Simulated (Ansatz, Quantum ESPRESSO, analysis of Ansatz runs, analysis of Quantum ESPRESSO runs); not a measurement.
# Local vibrational mode of the N3VH centre in diamond (PBE) (Quantum ESPRESSO)

Aim: the local vibrational mode of the N3VH centre in diamond, to be set beside the measurement. Set-up: PBE, GBRV 1.5 PBE, 64-site cell, PBE lattice, k: the zone centre alone, symmetric start, start relaxed with Ansatz. The model is a cell of 64 host atoms with 1 site emptied, N put on another atom's site, N put on another atom's site, N put on another atom's site and H put in between. The frequencies come from force constants among the defect atom and its neighbours, with the masses of the isotopes named. Another start tests whether the structure found is the lowest.

What was measured. C-H stretch, 1H: 3107 cm⁻¹, by FTIR absorption (quoted in “Hydrogen-related defects in diamond: A comparison between observed and calculated FTIR spectra”, 2024, M.C. Day et al., quoting earlier work (2014)). C-H bend, 1H: 1405 cm⁻¹, by FTIR absorption (quoted in “Hydrogen-related defects in diamond: A comparison between observed and calculated FTIR spectra”, 2024, M.C. Day et al., quoting earlier work (1991)).

Calculated with Quantum ESPRESSO 7.5; Quantum ESPRESSO plane-wave DFT, PBE, GBRV 1.5 PBE potentials; relaxation of all atoms of a defect supercell.

### Step 1. Starting point

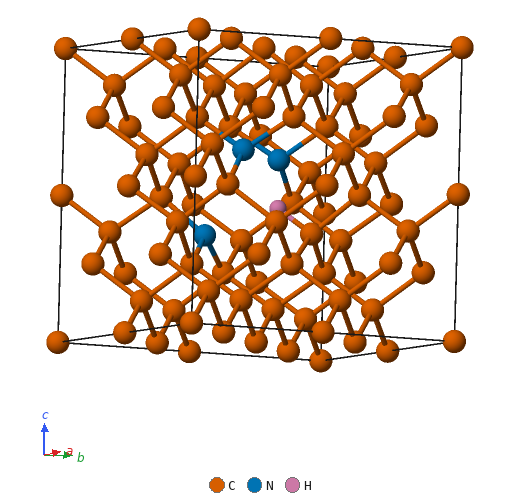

The starting structure, seen slightly off an axis (carbon orange, nitrogen blue, hydrogen pink). Bonds to atoms that aren't drawn are left out. Some periodic images of atoms are drawn too.

The cell holds 64 atoms: 60 C, 3 N and 1 H. Cell: a = 7.142 Å, b = 7.142 Å, c = 7.142 Å, α = 90.0°, β = 90.0°, γ = 90.0°. It derives from C (space group Fd-3m). Nearest the centre at fractional (0.375, 0.375, 0.375): H64 at 0.57 Å, C48 at 1.64 Å, N4 at 1.69 Å, N26 at 1.69 Å, N41 at 1.69 Å, C5 at 2.52 Å, C14 at 2.52 Å, C13 at 2.52 Å.

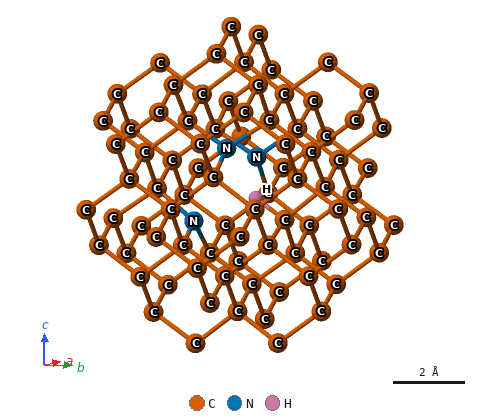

The atoms within 5 Å of the centre.

The host's primitive cell comes from a first run (Quantum ESPRESSO plane-wave DFT, PBE, GBRV 1.5 PBE potentials; relaxation of cell and atoms of a defect-free cell): vectors of 2.525, 2.525 and 2.525 Å. That is 5.69 Å³ an atom, 0.4 % over the diffraction cell's volume. The supercell is built on it.

This program's steps are dear, so the start below was first relaxed with Ansatz (plane-wave PAW DFT, PBE; 11 s).

### Step 2. Relaxation, charge 0

Every later number rests on the structure around the defect, so the atoms are relaxed at the host's lattice first.

pw.in reads:

```
&CONTROL
  calculation = 'relax'
  prefix = 'pwscf'
  outdir = './tmp'
  pseudo_dir = './pseudo'
  tprnfor = .true.
  disk_io = 'low'
  nstep = 70
  forc_conv_thr = 0.00039
  etot_conv_thr = 0.0001
/
&SYSTEM
  ibrav = 0
  nat = 64
  ntyp = 3
  ecutwfc = 45
  ecutrho = 360
  nbnd = 132
  occupations = 'smearing'
  smearing = 'fd'
  degauss = 0.00073499
/
&ELECTRONS
  conv_thr = 6d-08
  electron_maxstep = 100
  mixing_beta = 0.5
/
&IONS
  ion_dynamics = 'bfgs'
/
ATOMIC_SPECIES
C     12.0110 c_pbe_v1.2.uspp.F.UPF
N     14.0070 n_pbe_v1.2.uspp.F.UPF
H      1.0080 h_pbe_v1.4.uspp.F.UPF
CELL_PARAMETERS angstrom
   7.1418068620    0.0000000000    0.0000000000
   0.0000000000    7.1418068620    0.0000000000
   0.0000000000    0.0000000000    7.1418068620
ATOMIC_POSITIONS crystal
C     -0.0014664441   -0.0014664441    0.2503389194
C     -0.0014514700    0.2499494786   -0.0013619757
C      0.2499494786   -0.0014514700   -0.0013619757
N      0.2382209421    0.2382209421    0.2380348187
C      0.1259596931    0.1259596931    0.3694062690
C      0.1254267320    0.3695668445    0.1254309834
C      0.3695668445    0.1254267320    0.1254309834
C      0.0004921939    0.0004921939    0.7495078061
C      0.0029949100    0.2525678298    0.4974321702
C      0.2525678298    0.0029949100    0.4974321702
C      0.2525678298    0.2525678298    0.7470050900
C      0.1253640060    0.1253640060    0.8730277078
C      0.1259596931    0.3805937310    0.6240403069
C      0.3805937310    0.1259596931    0.6240403069
C      0.3749514914    0.3749514914    0.8749964777
C      0.0024720393    0.4974569610    0.2525430390
C     -0.0000424029    0.7492947951    0.0007052049
C      0.2511120038    0.4984158785    0.0016018101
C      0.2511120038    0.7483981899    0.2515841215
C      0.1254267320    0.6245690166    0.3804331555
C      0.1244443168    0.8736232323    0.1256587409
C      0.3765011912    0.6258000460    0.1241999540
C      0.3749514914    0.8750035223    0.3750485086
C     -0.0014664441    0.4996610806    0.7514664441
C     -0.0014514700    0.7513619757    0.5000505214
N      0.2382209421    0.5119651813    0.5117790579
C      0.2499494786    0.7513619757    0.7514514700
C      0.1244443168    0.6243412591    0.8763767677
C      0.1253640060    0.8769722922    0.6246359940
C      0.3695668445    0.6245690166    0.6245732680
C      0.3748576014    0.8748972902    0.8751027098
C      0.4974569610    0.0024720393    0.2525430390
C      0.4984158785    0.2511120038    0.0016018101
C      0.7492947951   -0.0000424029    0.0007052049
C      0.7483981899    0.2511120038    0.2515841215
C      0.6245690166    0.1254267320    0.3804331555
C      0.6258000460    0.3765011912    0.1241999540
C      0.8736232323    0.1244443168    0.1256587409
C      0.8750035223    0.3749514914    0.3750485086
C      0.4996610806   -0.0014664441    0.7514664441
N      0.5119651813    0.2382209421    0.5117790579
C      0.7513619757   -0.0014514700    0.5000505214
C      0.7513619757    0.2499494786    0.7514514700
C      0.6243412591    0.1244443168    0.8763767677
C      0.6245690166    0.3695668445    0.6245732680
C      0.8769722922    0.1253640060    0.6246359940
C      0.8748972902    0.3748576014    0.8751027098
C      0.5075750624    0.5075750624    0.2424249376
C      0.4988522078    0.7509298527   -0.0009298527
C      0.7509298527    0.4988522078   -0.0009298527
C      0.7509298527    0.7509298527    0.2511477922
C      0.6258000460    0.6258000460    0.3734988088
C      0.6243160951    0.8762210641    0.1256839049
C      0.8762210641    0.6243160951    0.1256839049
C      0.8748972902    0.8748972902    0.3751423986
C      0.4974569610    0.4974569610    0.7475279607
C      0.4984158785    0.7483981899    0.4988879962
C      0.7483981899    0.4984158785    0.4988879962
C      0.7492947951    0.7492947951    0.7500424029
C      0.6243160951    0.6243160951    0.8737789359
C      0.6243412591    0.8736232323    0.6255556832
C      0.8736232323    0.6243412591    0.6255556832
C      0.8747639913    0.8747639913    0.8752360087
H      0.4209873019    0.4209873019    0.3290126981
K_POINTS gamma
```

Started as:

```console
$ OMP_NUM_THREADS=1 mpirun -n 4 pw.x -in pw.in > pw.out
```

Output:

```text
This program is part of the open-source Quantum ESPRESSO suite
     for quantum simulation of materials; please cite
         "P. Giannozzi et al., J. Phys.:Condens. Matter 21 395502 (2009);
         "P. Giannozzi et al., J. Phys.:Condens. Matter 29 465901 (2017);
         "P. Giannozzi et al., J. Chem. Phys. 152 154105 (2020);
          URL
     in publications or presentations arising from this work. More details at

     gamma-point specific algorithms are used
     Message from routine setup:
     using ibrav=0 with symmetry is DISCOURAGED, use correct ibrav instead

     Subspace diagonalization in iterative solution of the eigenvalue problem:
     a serial algorithm will be used

     --------------------
     sticks:   dense  smooth     PW     G-vecs:    dense   smooth      PW
     Min        1301     649    164                70809    25090    3132
     Max        1304     652    165                70812    25098    3137
     Sum        5209    2601    657               283241   100377   12533

     Using Slab Decomposition

     bravais-lattice index     =            0
     lattice parameter (alat)  =      13.4961  a.u.
     unit-cell volume          =    2458.2209 (a.u.)^3
     number of atoms/cell      =           64
     number of atomic types    =            3
     number of electrons       =       256.00
     number of Kohn-Sham states=          132
     kinetic-energy cutoff     =      45.0000  Ry
     charge density cutoff     =     360.0000  Ry
     scf convergence threshold =      6.0E-08
     mixing beta               =       0.5000
     number of iterations used =            8  plain     mixing
     energy convergence thresh.=      1.0E-04
     force convergence thresh. =      3.9E-04
     Exchange-correlation=  SLA  PW   PBX  PBC
                           (   1   4   3   4   0   0   0)
     nstep                     =           70

     celldm(1)=  13.496059  celldm(2)=   0.000000  celldm(3)=   0.000000
     celldm(4)=   0.000000  celldm(5)=   0.000000  celldm(6)=   0.000000

     crystal axes: (cart. coord. in units of alat)
               a(1) = (   1.000000   0.000000   0.000000 )
               a(2) = (   0.000000   1.000000   0.000000 )
               a(3) = (   0.000000   0.000000   1.000000 )

     reciprocal axes: (cart. coord. in units 2 pi/alat)
               b(1) = (  1.000000  0.000000  0.000000 )
               b(2) = (  0.000000  1.000000  0.000000 )
               b(3) = (  0.000000  0.000000  1.000000 )

     PseudoPot. # 1 for C  read from file:
     c_pbe_v1.2.uspp.F.UPF
     Pseudo is Ultrasoft + core correction, Zval =  4.0
     Generated by new atomic code, or converted to UPF format
     Using radial grid of  721 points,  4 beta functions with:
                l(1) =   0
                l(2) =   0
                l(3) =   1
                l(4) =   1
     Q(r) pseudized with  8 coefficients,  rinner =    1.100   1.100   1.100

     PseudoPot. # 2 for N  read from file:
     n_pbe_v1.2.uspp.F.UPF
     Pseudo is Ultrasoft + core correction, Zval =  5.0
     Generated by new atomic code, or converted to UPF format
     Using radial grid of  729 points,  4 beta functions with:
                l(1) =   0
                l(2) =   0
                l(3) =   1
                l(4) =   1
     Q(r) pseudized with  8 coefficients,  rinner =    0.900   0.900   0.900

     PseudoPot. # 3 for H  read from file:
     h_pbe_v1.4.uspp.F.UPF
     Pseudo is Ultrasoft, Zval =  1.0
     Generated by new atomic code, or converted to UPF format
     Using radial grid of  615 points,  2 beta functions with:
                l(1) =   0
                l(2) =   0
     Q(r) pseudized with  8 coefficients,  rinner =    0.700

     atomic species   valence    mass     pseudopotential
     C                 4.00    12.01100     C ( 1.00)
     N                 5.00    14.00700     N ( 1.00)
     H                 1.00     1.00800     H ( 1.00)

      6 Sym. Ops. (no inversion) found ( 4 have fractional translation)

   Cartesian axes

     site n.     atom                  positions (alat units)
         1        C      tau(   1) = (  -0.0014664  -0.0014664   0.2503389  )
         2        C      tau(   2) = (  -0.0014515   0.2499495  -0.0013620  )
         3        C      tau(   3) = (   0.2499495  -0.0014515  -0.0013620  )
         4        N      tau(   4) = (   0.2382209   0.2382209   0.2380348  )
         5        C      tau(   5) = (   0.1259597   0.1259597   0.3694063  )
         6        C      tau(   6) = (   0.1254267   0.3695668   0.1254310  )
         7        C      tau(   7) = (   0.3695668   0.1254267   0.1254310  )
         8        C      tau(   8) = (   0.0004922   0.0004922   0.7495078  )
         9        C      tau(   9) = (   0.0029949   0.2525678   0.4974322  )
        10        C      tau(  10) = (   0.2525678   0.0029949   0.4974322  )
        11        C      tau(  11) = (   0.2525678   0.2525678   0.7470051  )
        12        C      tau(  12) = (   0.1253640   0.1253640   0.8730277  )
        13        C      tau(  13) = (   0.1259597   0.3805937   0.6240403  )
        14        C      tau(  14) = (   0.3805937   0.1259597   0.6240403  )
        15        C      tau(  15) = (   0.3749515   0.3749515   0.8749965  )
        16        C      tau(  16) = (   0.0024720   0.4974570   0.2525430  )
        17        C      tau(  17) = (  -0.0000424   0.7492948   0.0007052  )
[...]
26        N      tau(  26) = (   0.2382209   0.5119652   0.5117791  )
[...]
41        N      tau(  41) = (   0.5119652   0.2382209   0.5117791  )
[...]
56        C      tau(  56) = (   0.4974570   0.4974570   0.7475280  )
        57        C      tau(  57) = (   0.4984159   0.7483982   0.4988880  )
        58        C      tau(  58) = (   0.7483982   0.4984159   0.4988880  )
        59        C      tau(  59) = (   0.7492948   0.7492948   0.7500424  )
        60        C      tau(  60) = (   0.6243161   0.6243161   0.8737789  )
        61        C      tau(  61) = (   0.6243413   0.8736232   0.6255557  )
        62        C      tau(  62) = (   0.8736232   0.6243413   0.6255557  )
        63        C      tau(  63) = (   0.8747640   0.8747640   0.8752360  )
        64        H      tau(  64) = (   0.4209873   0.4209873   0.3290127  )

     number of k points=     1  Fermi-Dirac smearing, width (Ry)=  0.0007
                       cart. coord. in units 2pi/alat
        k(    1) = (   0.0000000   0.0000000   0.0000000), wk =   2.0000000

[...]
Gradient error          =      4.8E-03 Ry/Bohr

     number of scf cycles    =   2
     number of bfgs steps    =   1

     energy             old  =    -749.7944479886 Ry
     energy             new  =    -749.7944728870 Ry

     CASE: energy            _new < energy            _old

     new trust radius        =       0.0044353956 bohr
     new conv_thr            =       0.0000000006 Ry

ATOMIC_POSITIONS (crystal)
[...]
NEW-OLD atomic charge density approx. for the potential

     Self-consistent Calculation

     iteration #  1     ecut=    45.00 Ry     beta= 0.50
[...]
Threshold (ethr) on eigenvalues was too large:
     Diagonalizing with lowered threshold

[...]
total energy              =    -749.79449857 Ry
     estimated scf accuracy    <       0.00000497 Ry

     iteration #  2     ecut=    45.00 Ry     beta= 0.50
[...]
total energy              =    -749.79449906 Ry
     estimated scf accuracy    <       0.00000066 Ry

     iteration #  3     ecut=    45.00 Ry     beta= 0.50
[...]
total energy              =    -749.79449916 Ry
     estimated scf accuracy    <       0.00000013 Ry

     iteration #  4     ecut=    45.00 Ry     beta= 0.50
[...]
total energy              =    -749.79449917 Ry
     estimated scf accuracy    <       0.00000001 Ry

     iteration #  5     ecut=    45.00 Ry     beta= 0.50
     Davidson diagonalization with overlap
     ethr =  4.25E-12,  avg # of iterations =  2.0

     total energy              =    -749.79449918 Ry
     estimated scf accuracy    <          1.6E-09 Ry

     iteration #  6     ecut=    45.00 Ry     beta= 0.50
     Davidson diagonalization with overlap
     ethr =  6.33E-13,  avg # of iterations =  2.0

     End of self-consistent calculation

          k = 0.0000 0.0000 0.0000 (  6267 PWs)   bands (ev):

[...]
17.1908  17.3280  17.3280  17.5532

     the Fermi energy is    14.3529 ev

!    total energy              =    -749.79449918 Ry
     estimated scf accuracy    <          1.2E-10 Ry
     smearing contrib. (-TS)   =       0.00000000 Ry
     internal energy E=F+TS    =    -749.79449918 Ry

     The total energy is F=E-TS. E is the sum of the following terms:
     one-electron contribution =     234.72197005 Ry
     hartree contribution      =      71.71048953 Ry
     xc contribution           =    -238.14573386 Ry
     ewald contribution        =    -818.08122490 Ry

     convergence has been achieved in   6 iterations

     Forces acting on atoms (cartesian axes, Ry/au):

[...]
Total force =     0.001465     Total SCF correction =     0.000014
     Energy error            =      2.6E-05 Ry
     Gradient error          =      4.3E-04 Ry/Bohr

     number of scf cycles    =   3
     number of bfgs steps    =   2

     energy             old  =    -749.7944728870 Ry
     energy             new  =    -749.7944991756 Ry

     CASE: energy            _new < energy            _old

     new trust radius        =       0.0008050238 bohr
     new conv_thr            =       0.0000000006 Ry

ATOMIC_POSITIONS (crystal)
[...]
NEW-OLD atomic charge density approx. for the potential

     Self-consistent Calculation

     iteration #  1     ecut=    45.00 Ry     beta= 0.50
     Davidson diagonalization with overlap
     ethr =  1.00E-06,  avg # of iterations =  2.0

     Threshold (ethr) on eigenvalues was too large:
     Diagonalizing with lowered threshold

     Davidson diagonalization with overlap
     ethr =  8.80E-11,  avg # of iterations =  5.0

     total energy              =    -749.79450080 Ry
     estimated scf accuracy    <       0.00000034 Ry

     iteration #  2     ecut=    45.00 Ry     beta= 0.50
     Davidson diagonalization with overlap
     ethr =  1.31E-10,  avg # of iterations =  2.0

     total energy              =    -749.79450085 Ry
     estimated scf accuracy    <       0.00000004 Ry

     iteration #  3     ecut=    45.00 Ry     beta= 0.50
     Davidson diagonalization with overlap
     ethr =  1.67E-11,  avg # of iterations =  2.0

     total energy              =    -749.79450086 Ry
     estimated scf accuracy    <          7.5E-09 Ry

     iteration #  4     ecut=    45.00 Ry     beta= 0.50
     Davidson diagonalization with overlap
     ethr =  2.93E-12,  avg # of iterations =  2.0

     total energy              =    -749.79450086 Ry
     estimated scf accuracy    <          9.7E-10 Ry

     iteration #  5     ecut=    45.00 Ry     beta= 0.50
     Davidson diagonalization with overlap
     ethr =  3.79E-13,  avg # of iterations =  4.0

     End of self-consistent calculation

          k = 0.0000 0.0000 0.0000 (  6267 PWs)   bands (ev):

[...]
4.7615   4.9192   5.0225   5.0225   5.0591   5.1701   5.1701   5.2060
     5.3250   5.3250   5.4248   5.4534   5.4534   5.8562   6.0061   6.0061
     6.5737   6.5958   6.6119   6.6119   6.9046   6.9090   6.9090   8.2157
     8.2964   8.2964   8.3926   8.3926   8.5488   8.5903   8.5903   8.6878
     8.8349   8.8349   8.8817   8.9191   8.9191   9.0336   9.2882   9.2882
     9.4960   9.5725   9.5725   9.6395   9.9525   9.9892   9.9892  10.0084
    10.0256  10.0256  10.1311  10.1311  10.1363  10.1588  10.1588  10.2171
    10.2387  10.2387  11.7478  11.9513  11.9513  13.1073  13.4430  13.4430
    17.1912  17.3276  17.3276  17.5532

     the Fermi energy is    14.3529 ev

!    total energy              =    -749.79450086 Ry
     estimated scf accuracy    <          1.3E-10 Ry
     smearing contrib. (-TS)   =       0.00000000 Ry
     internal energy E=F+TS    =    -749.79450086 Ry

     The total energy is F=E-TS. E is the sum of the following terms:
     one-electron contribution =     234.71708923 Ry
     hartree contribution      =      71.71285747 Ry
     xc contribution           =    -238.14587714 Ry
     ewald contribution        =    -818.07857042 Ry

     convergence has been achieved in   5 iterations

     Forces acting on atoms (cartesian axes, Ry/au):

[...]
atom   57 type  1   force =     0.00000097    0.00001380   -0.00000952
     atom   58 type  1   force =     0.00001380    0.00000097   -0.00000952
     atom   59 type  1   force =     0.00003643    0.00003643   -0.00005870
     atom   60 type  1   force =     0.00005542    0.00005542   -0.00004267
     atom   61 type  1   force =     0.00003801    0.00003741   -0.00004925
     atom   62 type  1   force =     0.00003741    0.00003801   -0.00004925
     atom   63 type  1   force =     0.00000653    0.00000653   -0.00000653
     atom   64 type  3   force =    -0.00035713   -0.00035713    0.00035713

     Total force =     0.000867     Total SCF correction =     0.000014
     Energy error            =      1.7E-06 Ry
     Gradient error          =      3.6E-04 Ry/Bohr

     bfgs converged in   4 scf cycles and   3 bfgs steps
     (criteria: energy <  1.0E-04 Ry, force <  3.9E-04 Ry/Bohr)

     End of BFGS Geometry Optimization

     Final energy             =    -749.7945008594 Ry

     File ./tmp/pwscf.bfgs deleted, as requested
Begin final coordinates

ATOMIC_POSITIONS (crystal)
[...]
C                0.4984396042        0.7484065351        0.4988857351
C                0.7484065351        0.4984396042        0.4988857351
C                0.7492982203        0.7492982203        0.7500438227
C                0.6243216542        0.6243216542        0.8737849717
C                0.6243391322        0.8736304464        0.6255475507
C                0.8736304464        0.6243391322        0.6255475507
C                0.8747705585        0.8747705585        0.8752294415
H                0.4206929603        0.4206929603        0.3293070397
End final coordinates

=------------------------------------------------------------------------------=
   JOB DONE.
=------------------------------------------------------------------------------=
```

Wall time 47 s (4 MPI ranks of Intel Xeon Platinum 8259CL at 2.50GHz (Skylake/Cascade Lake), shared host); peak memory 0.5 GiB; 3.1 min of CPU time.

Hardly anything moved in the relaxation; the energy changed by under 0.2 meV an atom.

The atoms nearest to the centre after the run:

```
atom  distance (Å)
 H64         0.565
 C48         1.642
  N4         1.694
 N26         1.694
 N41         1.694
 C13         2.516
 C14         2.516
  C5         2.516
  C7         2.521
  C6         2.521
 C36         2.521
 C20         2.521
 C30         2.521
 C45         2.521
 C37         2.533
 C22         2.533
```

Neighbours of the added atoms: H64: C48 1.08, N4 1.96, N26 1.96 Å.

(Part 1 of 2 ends here.)

[Logs are printed without paths, hosts, clocks, repeated set-up lines and the standing remarks that a program may print on its own settings, such as how far it seeks lower states.]

[Hosts, paths, dates, database ids (printed as entryN), source tags and the programs' standing remarks are cut or masked in the printed files.]

[For some hosts the program warned that the k-mesh of the response run may be too coarse for force constants and the static dielectric constant; such warnings are not shown here.]
